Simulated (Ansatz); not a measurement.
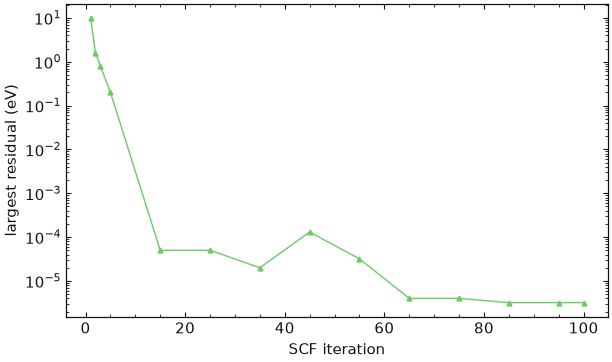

The plot shows the SCF iterations of a calculation: largest residual. Only some iterations were kept.

The run: FeO (P1, 4 atoms in the cell), by Ansatz development build ahead of 0.2.0, DFT, PBE+U, PAW (an earlier, harder data set), plane waves, scalar-relativistic; cutoff 930 eV, 4×4×4 k-mesh, Fermi–Dirac smearing of 0.1 eV, collinear spins, U = 5.3 eV on Fe d.
Setting under test: occupation matrices typed, symmetry off, standard search for lower states.

### Was self-consistency reached?

The run gave up at step 100 without converging. The residual comes down slowly and unevenly, and has reached only 3 × 10⁻⁶ when the run stops.

### What is the residual at the start and at the end?

It starts near 10 and ends near 3 × 10⁻⁶ eV.
